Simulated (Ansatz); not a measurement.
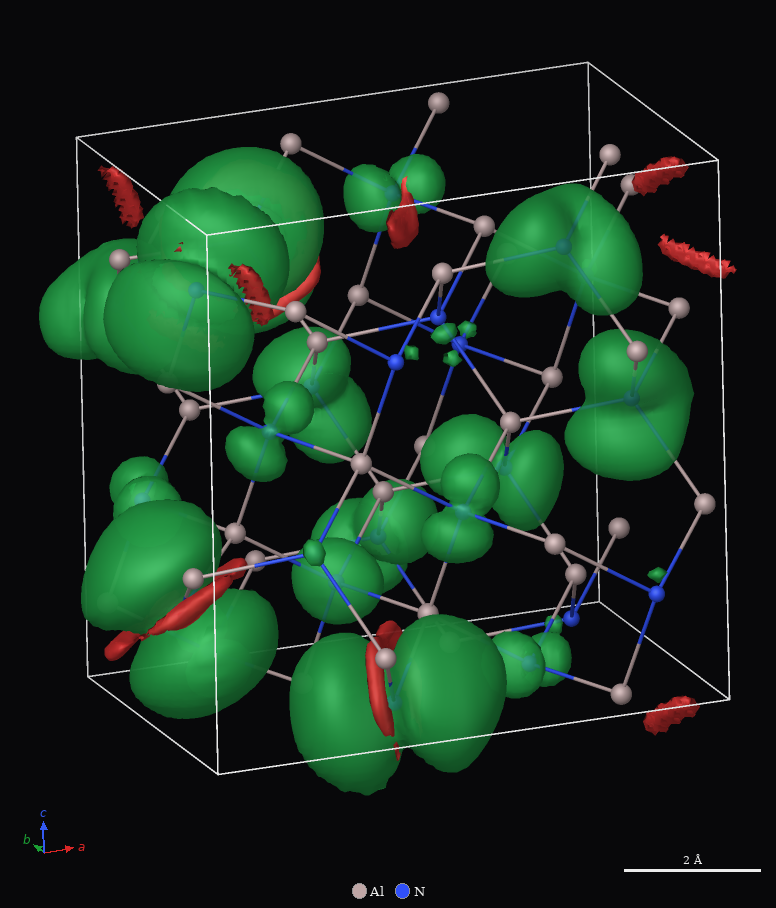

Figure. Al$_{23}$N$_{24}$ (cell with a defect). Isosurfaces of the spin density at +0.005 (green) and −0.005 e/Å³ (red), seen slightly off an axis. Sticks mark near contacts.

Spin-polarised.

These are results of DFT PBE, scalar-relativistic, plane waves, PAW (Ansatz), not measurements.

In a PAW calculation such maps are meaningful between the atoms, not at the nuclei.

```
Al N
1.0
     6.26042    0.00000   -5.01804
    -3.13021   -5.42168   -5.01804
    -3.13021    5.42168   -5.01804
Al N
23 24
Direct
  0.33577 0.49792 0.66444
  0.00062 0.16276 0.33318
  0.83110 0.50244 0.16458
  0.49984 0.16729 0.82943
  0.66810 0.33442 0.49939
  0.33125 0.99777 0.16910
  0.99609 0.66651 0.83396
  0.16775 0.83272 0.50144
  0.66606 0.83477 0.00108
  0.83489 0.00155 0.66822
  0.50025 0.66692 0.33358
  0.83139 0.16841 0.00310
  0.00174 0.33643 0.66472
  0.66637 0.00082 0.33464
  0.49970 0.33529 0.16778
  0.16976 0.99806 0.83507
  0.33358 0.16657 0.49978
  0.99990 0.83311 0.16691
  0.66645 0.50025 0.83323
  0.83415 0.66797 0.49970
  0.33445 0.66637 0.00195
  0.50130 0.83303 0.66748
  0.16862 0.50112 0.33304
  0.02584 0.19251 0.85917
  0.20827 0.37291 0.53905
  0.87218 0.03858 0.20663
  0.70572 0.37493 0.03958
  0.37330 0.03885 0.70525
  0.54017 0.20729 0.37407
  0.20625 0.87239 0.04160
  0.87192 0.53997 0.70552
  0.04063 0.70740 0.37350
  0.54074 0.70684 0.87396
  0.70727 0.87394 0.54060
  0.37323 0.53990 0.20656
  0.02570 0.37684 0.22767
  0.21017 0.56100 0.85903
  0.87318 0.20656 0.53889
  0.70590 0.54126 0.37309
  0.39433 0.19237 0.04350
  0.54095 0.37306 0.70535
  0.20640 0.03868 0.37428
  0.87202 0.70761 0.03973
  0.03990 0.87222 0.70651
  0.53975 0.87257 0.20792
  0.70556 0.03984 0.87323
  0.37459 0.70642 0.53923
```

Describe the spin distribution.

Answer. The spin density sits on N: +0.4 μB (×4) in one cell of 47 atoms, with smaller moments on other sites: N (up to +0.07 μB): parallel main moments (a ferromagnetic arrangement) in this solution. The cell of the calculation (47 atoms) carries 3.0 μB of net spin moment.
